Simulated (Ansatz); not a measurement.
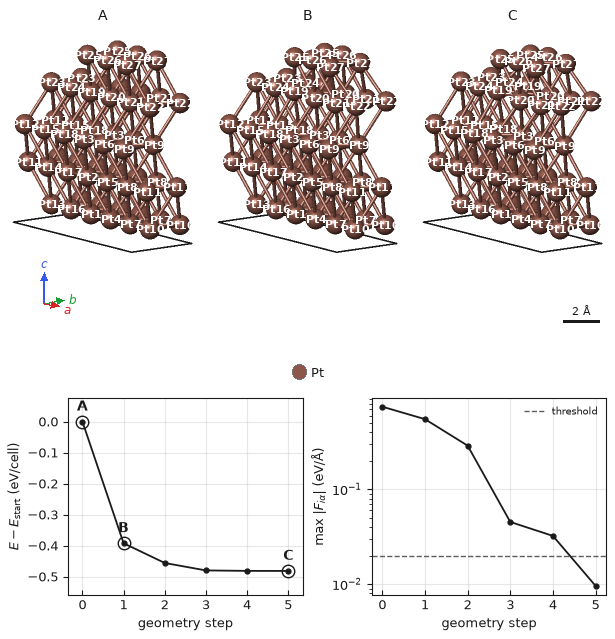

Frames of a constrained relaxation of a slab of composition Pt (cut from the Fm-3m phase), marked on the history of the run. The picture is a ball-and-stick view of the 1 × 2 repeat of the cell, outlined in the plane, without the vacuum (origin shifted), seen slightly off an axis.

Case: stripe over 3 of 6 cells, two steps. 12 atoms are held fixed.

Computed with DFT PBE, scalar-relativistic, plane waves, PAW in Ansatz 0.2.0.

Input
```yaml
crystal:
  lattice:
    - [16.843767016, 0.0, 0.0]
    - [-1.4036472513, 2.4311883552, 0.0]
    - [0.0, 0.0, 21.1685854523]
  atoms:
    - { symbol: Pt, position: [0.0, 0.0, 0.0708597182] }
    - { symbol: Pt, position: [0.0555555556, 0.6666666667, 0.1791402818] }
    - { symbol: Pt, position: [0.1111111111, 0.3333333333, 0.2874208454] }
    - { symbol: Pt, position: [0.1666666667, 0.0, 0.0708597182] }
    - { symbol: Pt, position: [0.2222222222, 0.6666666667, 0.1791402818] }
    - { symbol: Pt, position: [0.2777777778, 0.3333333333, 0.2874208454] }
    - { symbol: Pt, position: [0.3333333333, 0.0, 0.0708597182] }
    - { symbol: Pt, position: [0.3888888889, 0.6666666667, 0.1791402818] }
    - { symbol: Pt, position: [0.4444444444, 0.3333333333, 0.2874208454] }
    - { symbol: Pt, position: [0.5, 1.0, 0.0708597182] }
    - { symbol: Pt, position: [0.5555555556, 0.6666666667, 0.1791402818] }
    - { symbol: Pt, position: [0.6111111111, 0.3333333333, 0.2874208454] }
    - { symbol: Pt, position: [0.6666666667, 0.0, 0.0708597182] }
    - { symbol: Pt, position: [0.7222222222, 0.6666666667, 0.1791402818] }
    - { symbol: Pt, position: [0.7777777778, 0.3333333333, 0.2874208454] }
    - { symbol: Pt, position: [0.8333333333, 1.0, 0.0708597182] }
    - { symbol: Pt, position: [0.8888888889, 0.6666666667, 0.1791402818] }
    - { symbol: Pt, position: [0.9444444444, 0.3333333333, 0.2874208454] }
    - { symbol: Pt, position: [0.0, 0.0, 0.395701409] }
    - { symbol: Pt, position: [0.1666666667, 0.0, 0.395701409] }
    - { symbol: Pt, position: [0.3333333333, 0.0, 0.395701409] }
    - { symbol: Pt, position: [0.5, 0.0, 0.395701409] }
    - { symbol: Pt, position: [0.6666666667, 0.0, 0.395701409] }
    - { symbol: Pt, position: [0.8333333333, 0.0, 0.395701409] }
    - { symbol: Pt, position: [0.0555555556, 0.6666666667, 0.5039819725] }
    - { symbol: Pt, position: [0.2222222222, 0.6666666667, 0.5039819725] }
    - { symbol: Pt, position: [0.3888888889, 0.6666666667, 0.5039819725] }
basis:
  ecutwfc: 420
kpoints:
  mp_grid: { grid: [2, 12, 1] }
hamiltonian:
  xc: pbe
scf:
  occupations: { method: gaussian, width: 0.1 }
output:
  forces: true
  eigenvalues: true
  populations: true
  write_density: true
  write_potential: true
  elf: true
  volumetric_format: npy
relax:
  adjacent_minimum: "off"
  f_tol: 0.02
  max_steps: 45
  constraints: [{ sites: [0, 1, 3, 4, 6, 7, 9, 10, 12, 13, 15, 16] }]
efield:
  axis: 3
  dipole_correction: true
  ramp_width: 0.04
```

Command:
```bash
ansatz run input.yaml --threads 4 --pin off --max-ram 11264MiB --backend cpu --events-out ev --progress --plain --runs-dir out
```

Question: What happens along the run?

Answer: The energy falls by 0.482 eV per cell of the calculation in 5 geometry steps. The largest force component goes from 0.75 to 0.0096 eV/Å. The largest move is that of Pt25, 0.30 Å at 43° to the normal (−c side). The cell doesn't change. Some distances before and after: Pt19–Pt20 2.807 → 3.008 Å, Pt3–Pt19 2.807 → 3.003 Å, Pt20–Pt25 2.807 → 2.647 Å, Pt22–Pt27 2.807 → 2.673 Å. Cost: 10 min on 4 threads of Intel(R) Xeon(R) Platinum 8375C CPU @ 2.90GHz (Ice Lake), on a shared host, peak memory 5.3 GiB. From step 0 to 1: Pt25 moves most (0.19 Å), energy −0.392 eV per cell of the calculation. From step 1 to 5: Pt19 moves most (0.12 Å), energy −89.3 meV per cell of the calculation.
